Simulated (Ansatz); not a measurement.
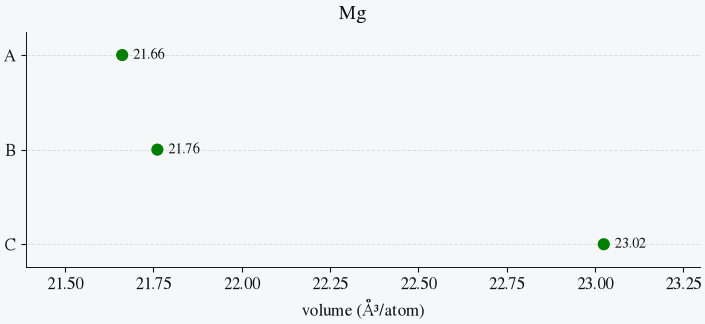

The picture above shows the volume by functional for Mg, space group P6_3/mmc (No. 194). The labels are replaced by letters. In alphabetical order the cases are: LDA; PBE; PBE+D3(BJ).

Starting cell:
```yaml
crystal:
  lattice:
    - [3.17683, 0.00000, 0.00000]
    - [-1.58841, 2.75121, 0.00000]
    - [0.00000, 0.00000, 10.31886]
  atoms:
    - { symbol: Mg, position: [0.00000, 0.00000, 0.00000] }
    - { symbol: Mg, position: [0.33333, 0.66667, 0.25000] }
    - { symbol: Mg, position: [0.00000, 0.00000, 0.50000] }
    - { symbol: Mg, position: [0.66667, 0.33333, 0.75000] }
```

How it was computed, with Ansatz 0.2.0: volume and cell lengths of one structure relaxed by several density functionals; plane waves with PAW datasets, Γ-centred k mesh. All runs: no spin polarisation.

occupations Gaussian; smearing width 0.1 eV.

The space group named is that of the starting cell.

Question: Which letter stands for which functional?

Answer: A: LDA (21.7 Å³/atom); B: PBE+D3(BJ) (21.8 Å³/atom); C: PBE (23.0 Å³/atom).
